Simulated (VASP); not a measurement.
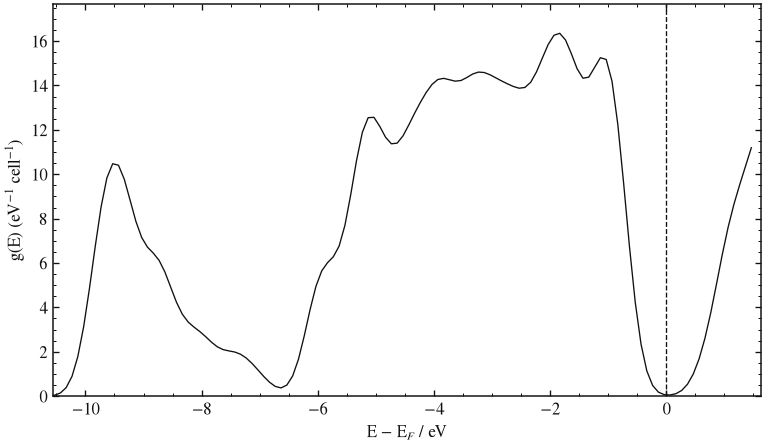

Density of states. Energies are counted from the Fermi level, put mid-gap where there is a gap. The DOS curve is built from the levels of the k mesh with Gaussians 0.55 eV wide, which also blur the band edges; ripples of that width can come from the mesh.

Calculation on Sb$_{2}$S$_{3}$, space group Pnma, 20 atoms in the cell; a = 11.29 Å, b = 3.83 Å, c = 10.92 Å, α = 90.00°, β = 90.00°, γ = 90.00°.

Level of theory: LDA, VASP PAW LDA potentials, release 64 (Sb, S), no spin polarisation, no spin-orbit coupling, 4×8×4 k mesh, 520 eV cutoff; code VASP.

### Is there a gap at the Fermi level, and how wide?

There is a gap; over the k points computed it is 1.13 eV.

Spin-orbit coupling is left out, which matters for Sb. LDA, GGA and most meta-GGA functionals understate gaps. The cell was derived from a database entry in an earlier step, so it needn't be the measured one.
